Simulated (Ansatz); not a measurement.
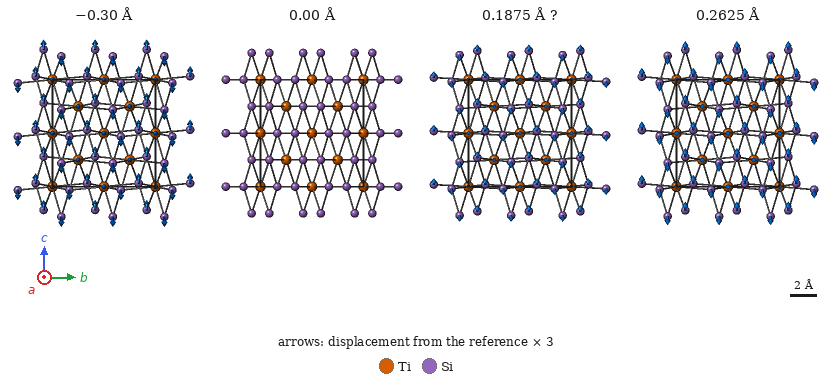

A crystal of TiSi2 (Fddd): a normal mode at the zone centre is frozen in with the cell fixed, the amplitude being the largest displacement of an atom. Style: ball-and-stick. Shown: the conventional cell (4 times the calculation's cell), along the a axis. Blue arrows: displacements from the reference. Lengths and directions refer to the drawn axes.

Level of theory: DFT PBEsol, scalar-relativistic, plane waves, PAW (Ansatz 0.2.0). Set-up: plane-wave cutoff 420 eV; k-point mesh 14 × 14 × 14; occupations gaussian; smearing width 0.15 eV; no spin polarisation. Energies (free energies at the smearing named) are counted from the relaxed crystal.

```tsv
largest displacement (Å)	energy change (meV/cell)
−0.3000	822
−0.1500	204
0.0000	0
0.0375	13
0.0750	51
0.1125	114
0.1875	?
0.2250	461
0.2625	629
```

Estimate the missing energy from the other rows, and compare with the calculation.

A straight line between the two neighbours gives 345 meV/cell. A cubic through the four nearest rows (0.0750, 0.1125, 0.2250, 0.2625) gives, with Lagrange weights, (−0.2000)(51) + (0.5000)(114) + (1.0000)(461) + (−0.3000)(629) = 319 meV/cell. The calculation gives 319 meV/cell, so the cubic is right to the digits shown and the straight line 26 meV/cell too high, as the curve bends upwards here.

The whole profile:

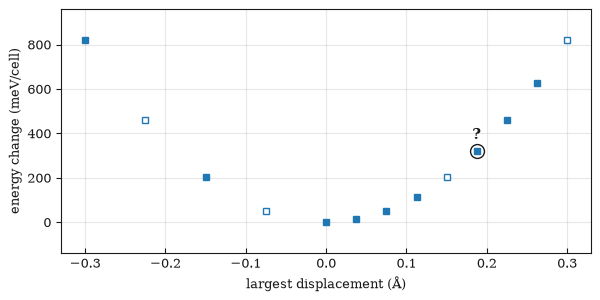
